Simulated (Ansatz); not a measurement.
## Geometry relaxation of Li (part 1 of 2)

- system: Li (slab, 5 atoms in the cell)
- method: DFT r2SCAN, scalar-relativistic, plane waves, PAW, no spin polarisation (Ansatz 0.2.0)

The structure derives from an entry of the Crystallography Open Database. The input holds or restrains some coordinates. Forces given for the steps count only the free coordinates. It belongs to a series of runs on one base structure; here: clean slab, lower half held. Figures and captions count atoms from 1; the log counts them from 0 in places.

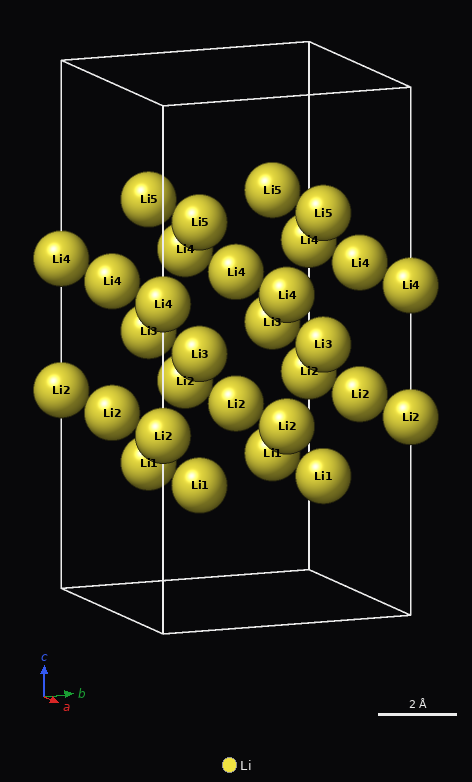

*The input geometry (spheres-only view of the 2 × 2 repeat of the cell, with the vacuum cut short, seen slightly off an axis; atoms are numbered from 1 in the order of the input). An atom can appear more than once, as a periodic image.*

Input file:
```yaml
crystal:
  lattice:
    - [3.4770929272, 0.0, 0.0]
    - [0.0, 3.4770929272, 0.0]
    - [0.0, 0.0, 23.9541858545]
  atoms:
    - { symbol: Li, position: [0.5, 0.5, 0.3548440365] }
    - { symbol: Li, position: [0.0, 0.0, 0.4274220183] }
    - { symbol: Li, position: [0.5, 0.5, 0.5] }
    - { symbol: Li, position: [0.0, 0.0, 0.5725779817] }
    - { symbol: Li, position: [0.5, 0.5, 0.6451559635] }
basis:
  ecutwfc: 500
kpoints:
  mp_grid: { grid: [8, 8, 1] }
hamiltonian:
  xc: r2scan
scf:
  occupations: { method: gaussian, width: 0.1 }
output:
  forces: true
  eigenvalues: true
  write_density: true
  write_potential: true
  elf: true
  volumetric_format: npy
relax:
  adjacent_minimum: "off"
  f_tol: 0.03
  max_steps: 70
  constraints: [{ sites: [0, 1] }]
efield:
  axis: 3
  dipole_correction: true
  ramp_width: 0.04
```

Run on 1 thread of an x86-64 CPU, shared host.

Launch command:
```bash
ansatz run input.yaml --threads 1 --pin off --max-ram 3072MiB --backend cpu --events-out ev --progress --plain --runs-dir out
```

Output:
```
Engine: ansatz 0.2.0, x86_64-unknown-linux-gnu
Pseudopotentials: kind: paw
Pseudopotential: Li, paw, valence charge 3, recommended cutoff 500 eV (meta_gga), Li.paw.azcp
Functional definition: r2SCAN
  parameter k0 = 0.174
  parameter k1 = 0.065
  parameter a1 = 4.9479
  exchange = r2scan_x(k0 = k0, k1 = k1, a1 = a1)
  correlation = r2scan_c
Crystal: 5 atoms, lattice volume = 289.610 Å³
Basis set: ecut = 500 eV, 7327 PW (Γ), exchange–correlation on 108×108×720 points (64 copies of the dense FFT grid, shifted against one another)
Bands: 13, of which v1, the nominal top of the filled ones, is band 8 counted from 1 (7 counted from 0)
Symmetry: 8 space group operations
k-points: 15 of 64
Non-local potential: Li, projectors of the file, l = 0: 3, l = 1: 2, l = 2: 1
PAW form: soft (Blöchl's): semilocal exchange-correlation on the pseudo side does not see the compensation charge
PAW one-centre angular grid: Li, 302 points (default); XC on 327 of its mesh's 2665 points in the sphere
Initial density: superposition of atomic densities (neutral atoms: chi_scale 0, normalization atom), corrected by the library's trained network
Initial wavefunctions: pseudopotential atomic-orbital guess
Functional: x = r2scan, c = r2scan; τ floored in thin density (d = 2e-4 eV/Å³)
SCF iter   1: F=—  HF=-1024.963397 eV  |F-HF|=—  |Δ(HF+E_count)|=         —  Δρ=1.58e-3  dr2=2.11e-2  dr2_τ=1.26e-3  ethr=1.77e-3  p=0.000 e·Å  D=3.82e-14 V/Å  ΔV_dip=-0.00 eV  dr2_dipole=4.10e-10  V_vac-E_F(+/−)=2.81/2.81 eV  ⟨swp⟩=7.5  Hψ=1379  notcnv=0
efield: sawtooth ramp at fractional position 0.9800 (placed from the atoms, in the widest stretch of the axis that holds none; the zero of the levels goes with the place), width 0.0400; the density the first Hamiltonian is built on has a dipole p = 0.000 e·Å; the dipole correction subtracts the counter field D = 3.82e-14 V/Å, which shifts the + side's vacuum level by -0.00 eV against the − side's; the planar-averaged density in the ramp window peaks in size at 1.4e-5 e/Å³
preconditioner: auto → LDOS  [metal: Δε(μ)=0.075 eV  Ē_g=3.641 eV  σ=0.100 eV  W_gap=0.39  n_scr=12 (ndim 8)  ℏωp=4.9 eV  f_vac=0.516  D(μ)=2.93/eV (n_scr^D=10)  β→1.0]
SCF iter   2: F=—  HF=-1024.965323 eV  |F-HF|=—  |Δ(HF+E_count)|=   1.93e-3  Δρ=2.84e-4  dr2=7.41e-4  dr2_τ=6.75e-6  ethr=1.40e-4  p=0.000 e·Å  D=2.64e-6 V/Å  ΔV_dip=-0.00 eV  dr2_dipole=4.37e-9  V_vac-E_F(+/−)=2.89/2.89 eV  ⟨swp⟩=3.0  Hψ=493  notcnv=0  defer=13
SCF iter   3: F=—  HF=-1024.965650 eV  |F-HF|=—  |Δ(HF+E_count)|=   3.27e-4  Δρ=7.88e-5  dr2=8.97e-5  dr2_τ=1.52e-7  ethr=4.94e-6  p=0.000 e·Å  D=1.78e-6 V/Å  ΔV_dip=-0.00 eV  dr2_dipole=3.11e-9  V_vac-E_F(+/−)=2.90/2.90 eV  ⟨swp⟩=2.2  Hψ=254  notcnv=0  defer=13
iter 4 did not close the SCF: its close was put off for the readings that it lacked (scf_convergence_deferred on its scf_iter line)
SCF iter   4: F=-1024.965702 eV  HF=-1024.965699 eV  |F-HF|=2.81e-6  |Δ(HF+E_count)|=   4.90e-5  Δρ=1.75e-5  dr2=4.60e-6  dr2_τ=3.26e-9  ethr=5.98e-7  p=0.000 e·Å  D=7.93e-7 V/Å  ΔV_dip=-0.00 eV  dr2_dipole=1.68e-10  V_vac-E_F(+/−)=2.91/2.91 eV  ⟨swp⟩=1.7  Hψ=204  notcnv=0  defer=13
iter 5 did not close the SCF: its close was put off for the readings that it lacked (scf_convergence_deferred on its scf_iter line)
SCF iter   5: F=-1024.965704 eV  HF=-1024.965704 eV  |F-HF|=3.40e-7  |Δ(HF+E_count)|=   4.40e-6  Δρ=4.95e-6  dr2=4.22e-7  dr2_τ=1.61e-10  ethr=3.07e-8  p=0.000 e·Å  D=3.07e-7 V/Å  ΔV_dip=-0.00 eV  dr2_dipole=3.71e-13  V_vac-E_F(+/−)=2.91/2.91 eV  ⟨swp⟩=1.7  Hψ=206  notcnv=0  defer=13
SCF iter   6: F=-1024.965704 eV  HF=-1024.965704 eV  |F-HF|=3.44e-8  |Δ(HF+E_count)|=   3.99e-7  Δρ=1.66e-6  dr2=3.28e-8  dr2_τ=2.10e-11  ethr=2.82e-9  p=0.000 e·Å  D=9.64e-8 V/Å  ΔV_dip=-0.00 eV  dr2_dipole=5.10e-14  V_vac-E_F(+/−)=2.91/2.91 eV  ⟨swp⟩=9.3  Hψ=1202  notcnv=0
SCF 1 converged in 6 iterations: F = -1024.965704 eV  dr2 = 3.28e-8
  greatest PAW one-centre occupation: 0.999 electrons in one spin orbital (limit 2), on the Li atom at site 2 (counted from 0), in its partial waves of l = 0
relax step   1: F+E_penalty+E_count = -1024.96570395 eV  Δ(F+E_penalty+E_count) = +0.000e0 eV  max|allowed force component| = 8.965e-2 eV/Å  Δτ_max = 0.0000 Å  (6 SCF iters, dr2 threshold 2.25e-5 eV, accepted)
Initial density: handed on by an earlier stage of this run
Initial wavefunctions: those handed on with the density
iter 1 solved again at ethr=5.74e-5 eV; its pass at ethr=3.10e-3 eV (dr2=8.61e-3 eV) is discarded
SCF iter   1: F=—  HF=-1024.971790 eV  |F-HF|=—  |Δ(HF+E_count)|=         —  Δρ=6.04e-4  dr2=6.36e-3  dr2_τ=4.42e-3  ethr=5.74e-5  p=-0.000 e·Å  D=-2.24e-7 V/Å  ΔV_dip=0.00 eV  dr2_dipole=1.14e-6  V_vac-E_F(+/−)=2.91/2.91 eV  ⟨swp⟩=1.0  Hψ=996  notcnv=0  defer=10
efield: sawtooth ramp at fractional position 0.9800 (handed on by an earlier solve), width 0.0400; the density the first Hamiltonian is built on has a dipole p = -0.000 e·Å; the dipole correction subtracts the counter field D = -2.24e-7 V/Å, which shifts the + side's vacuum level by +0.00 eV against the − side's; the planar-averaged density in the ramp window peaks in size at 2.0e-6 e/Å³
preconditioner: auto → LDOS  [metal: Δε(μ)=0.031 eV  Ē_g=3.670 eV  σ=0.100 eV  W_gap=0.17  n_scr=12 (ndim 8)  ℏωp=4.9 eV  f_vac=0.510  D(μ)=3.09/eV (n_scr^D=10)  β→1.0]
SCF iter   2: F=—  HF=-1024.970541 eV  |F-HF|=—  |Δ(HF+E_count)|=   1.25e-3  Δρ=2.46e-4  dr2=6.05e-4  dr2_τ=2.27e-6  ethr=4.24e-5  p=-0.001 e·Å  D=-3.21e-4 V/Å  ΔV_dip=0.01 eV  dr2_dipole=7.07e-5  V_vac-E_F(+/−)=2.94/2.93 eV  ⟨swp⟩=2.2  Hψ=367  notcnv=0  defer=10
SCF iter   3: F=—  HF=-1024.970711 eV  |F-HF|=—  |Δ(HF+E_count)|=   1.70e-4  Δρ=7.85e-5  dr2=8.92e-5  dr2_τ=1.25e-7  ethr=4.03e-6  p=0.000 e·Å  D=1.23e-4 V/Å  ΔV_dip=-0.00 eV  dr2_dipole=1.41e-5  V_vac-E_F(+/−)=2.93/2.93 eV  ⟨swp⟩=1.7  Hψ=220  notcnv=0  defer=10
SCF iter   4: F=—  HF=-1024.970713 eV  |F-HF|=—  |Δ(HF+E_count)|=   1.58e-6  Δρ=2.29e-5  dr2=9.54e-6  dr2_τ=1.24e-8  ethr=5.95e-7  p=0.001 e·Å  D=4.48e-4 V/Å  ΔV_dip=-0.01 eV  dr2_dipole=1.45e-6  V_vac-E_F(+/−)=2.92/2.93 eV  ⟨swp⟩=1.6  Hψ=199  notcnv=0  defer=12
SCF iter   5: F=—  HF=-1024.970715 eV  |F-HF|=—  |Δ(HF+E_count)|=   2.25e-6  Δρ=4.35e-6  dr2=3.65e-7  dr2_τ=2.73e-10  ethr=6.36e-8  p=0.001 e·Å  D=6.68e-4 V/Å  ΔV_dip=-0.02 eV  dr2_dipole=5.09e-10  V_vac-E_F(+/−)=2.92/2.93 eV  ⟨swp⟩=1.7  Hψ=195  notcnv=0  defer=12
SCF iter   6: F=-1024.970715 eV  HF=-1024.970715 eV  |F-HF|=3.74e-8  |Δ(HF+E_count)|=   2.92e-7  Δρ=1.49e-6  dr2=6.11e-8  dr2_τ=2.89e-11  ethr=6.67e-10  p=0.001 e·Å  D=7.48e-4 V/Å  ΔV_dip=-0.02 eV  dr2_dipole=5.03e-9  V_vac-E_F(+/−)=2.92/2.93 eV  ⟨swp⟩=11.8  Hψ=1223  notcnv=0
SCF 2 converged in 6 iterations: F = -1024.970715 eV  dr2 = 6.11e-8
relax step   2: F+E_penalty+E_count = -1024.97071516 eV  Δ(F+E_penalty+E_count) = -5.011e-3 eV  max|allowed force component| = 2.327e-2 eV/Å  Δτ_max = 0.0974 Å  (6 SCF iters, accepted)
SCF iter   1: F=—  HF=-1024.964674 eV  |F-HF|=—  |Δ(HF+E_count)|=         —  Δρ=3.41e-4  dr2=3.44e-3  dr2_τ=1.52e-3  ethr=1.45e-4  p=0.001 e·Å  D=7.48e-4 V/Å  ΔV_dip=-0.02 eV  dr2_dipole=2.55e-6  V_vac-E_F(+/−)=2.92/2.94 eV  ⟨swp⟩=2.9  Hψ=654  notcnv=0  defer=11
efield: sawtooth ramp at fractional position 0.9800 (handed on by an earlier solve), width 0.0400; the density the first Hamiltonian is built on has a dipole p = 0.001 e·Å; the dipole correction subtracts the counter field D = 7.48e-4 V/Å, which shifts the + side's vacuum level by -0.02 eV against the − side's; the planar-averaged density in the ramp window peaks in size at 2.2e-6 e/Å³
preconditioner: auto → LDOS  [metal: Δε(μ)=0.035 eV  Ē_g=3.660 eV  σ=0.100 eV  W_gap=0.20  n_scr=12 (ndim 8)  ℏωp=4.9 eV  f_vac=0.506  D(μ)=3.06/eV (n_scr^D=10)  β→1.0]
SCF iter   2: F=—  HF=-1024.971523 eV  |F-HF|=—  |Δ(HF+E_count)|=   6.85e-3  Δρ=1.95e-4  dr2=3.03e-3  dr2_τ=1.63e-6  ethr=2.29e-5  p=0.001 e·Å  D=8.62e-4 V/Å  ΔV_dip=-0.02 eV  dr2_dipole=1.39e-3  V_vac-E_F(+/−)=2.93/2.95 eV  ⟨swp⟩=2.0  Hψ=496  notcnv=0  defer=13
SCF iter   3: F=—  HF=-1024.971448 eV  |F-HF|=—  |Δ(HF+E_count)|=   7.45e-5  Δρ=1.03e-4  dr2=8.57e-4  dr2_τ=2.96e-7  ethr=2.02e-5  p=0.001 e·Å  D=7.77e-4 V/Å  ΔV_dip=-0.02 eV  dr2_dipole=4.15e-4  V_vac-E_F(+/−)=2.93/2.95 eV  ⟨swp⟩=1.0  Hψ=182  notcnv=0  defer=13
SCF iter   4: F=—  HF=-1024.971416 eV  |F-HF|=—  |Δ(HF+E_count)|=   3.22e-5  Δρ=1.65e-5  dr2=4.22e-6  dr2_τ=2.61e-8  ethr=5.71e-6  p=0.001 e·Å  D=6.67e-4 V/Å  ΔV_dip=-0.02 eV  dr2_dipole=9.80e-7  V_vac-E_F(+/−)=2.93/2.94 eV  ⟨swp⟩=1.0  Hψ=182  notcnv=0  defer=13
SCF iter   5: F=—  HF=-1024.971399 eV  |F-HF|=—  |Δ(HF+E_count)|=   1.67e-5  Δρ=5.77e-6  dr2=3.03e-7  dr2_τ=3.54e-10  ethr=2.81e-8  p=0.001 e·Å  D=7.17e-4 V/Å  ΔV_dip=-0.02 eV  dr2_dipole=1.46e-8  V_vac-E_F(+/−)=2.93/2.94 eV  ⟨swp⟩=1.7  Hψ=202  notcnv=0  defer=13
SCF iter   6: F=-1024.971400 eV  HF=-1024.971400 eV  |F-HF|=1.34e-8  |Δ(HF+E_count)|=   1.89e-7  Δρ=1.34e-6  dr2=4.21e-8  dr2_τ=3.82e-11  ethr=6.67e-10  p=0.001 e·Å  D=7.39e-4 V/Å  ΔV_dip=-0.02 eV  dr2_dipole=7.35e-9  V_vac-E_F(+/−)=2.92/2.94 eV  ⟨swp⟩=11.4  Hψ=1204  notcnv=0
SCF 3 converged in 6 iterations: F = -1024.971400 eV  dr2 = 4.21e-8
relax step   3: F+E_penalty+E_count = -1024.97139962 eV  Δ(F+E_penalty+E_count) = -6.845e-4 eV  max|allowed force component| = 1.908e-3 eV/Å  Δτ_max = 0.0498 Å  (6 SCF iters, accepted)
iter 1 solved again at ethr=2.81e-10 eV; its pass at ethr=3.10e-3 eV (dr2=4.22e-8 eV) is discarded
SCF iter   1: F=—  HF=-1024.971400 eV  |F-HF|=—  |Δ(HF+E_count)|=         —  Δρ=1.34e-6  dr2=4.20e-8  dr2_τ=3.82e-11  ethr=2.81e-10  p=0.001 e·Å  D=7.39e-4 V/Å  ΔV_dip=-0.02 eV  dr2_dipole=7.36e-9  V_vac-E_F(+/−)=2.92/2.94 eV  ⟨swp⟩=1.0  Hψ=1153  notcnv=0
efield: sawtooth ramp at fractional position 0.9800 (kept from the solve that this one continues, or follows in the run), width 0.0400; the density the first Hamiltonian is built on has a dipole p = 0.001 e·Å; the dipole correction subtracts the counter field D = 7.39e-4 V/Å, which shifts the + side's vacuum level by -0.02 eV against the − side's; the planar-averaged density in the ramp window peaks in size at 2.2e-6 e/Å³
preconditioner: auto → LDOS  [metal: Δε(μ)=0.031 eV  Ē_g=3.658 eV  σ=0.100 eV  W_gap=0.17  n_scr=12 (ndim 8)  ℏωp=4.9 eV  f_vac=0.508  D(μ)=3.08/eV (n_scr^D=10)  β→1.0]
SCF iter   2: F=-1024.971400 eV  HF=-1024.971400 eV  |F-HF|=2.75e-9  |Δ(HF+E_count)|=   1.16e-8  Δρ=6.64e-7  dr2=8.59e-9  dr2_τ=6.98e-12  ethr=2.80e-10  p=0.001 e·Å  D=7.44e-4 V/Å  ΔV_dip=-0.02 eV  dr2_dipole=5.29e-10  V_vac-E_F(+/−)=2.92/2.94 eV  ⟨swp⟩=7.5  Hψ=904  notcnv=0
SCF 4 converged in 2 iterations: F = -1024.971400 eV  dr2 = 8.59e-9
```

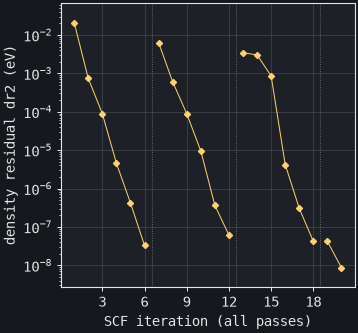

*Convergence of the self-consistent field: density residual dr2 against the SCF iteration. Dotted lines part the SCF passes that the log prints in full.*

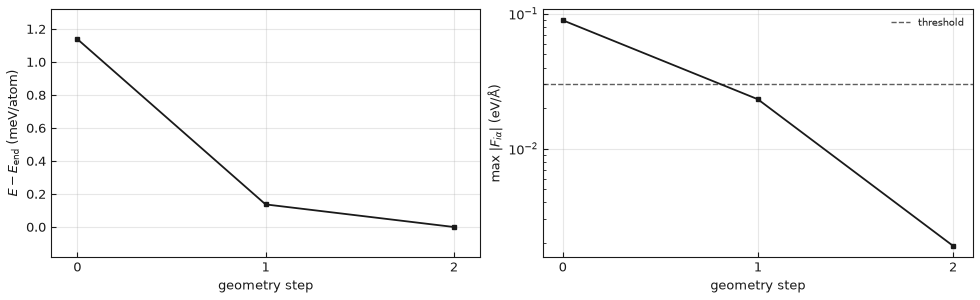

*Progress of the restrained relaxation, step by step (the first geometry is step 0 here and step 1 in the log).*

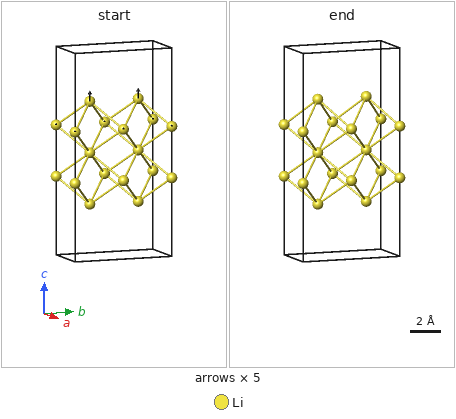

*Before (left) and after (right) the restrained relaxation, at one scale (ball-and-stick view of the 1 × 2 repeat of the cell, with the vacuum cut short, seen slightly off an axis). The black arrows give the displacements, magnified 5 times.*

Li5 moves most: 0.15 Å. The lattice vectors keep their values. Distances before and after: Li4–Li5 3.011 → 3.083 Å. Among the angles that change: Li4–Li5–Li4 109.5° → 105.8°. After 2 geometry steps the energy has fallen by 1.1 meV per atom. The largest force component goes from 0.09 to 0.0019 eV/Å. (Atoms are counted from 1 in the order of the input.)
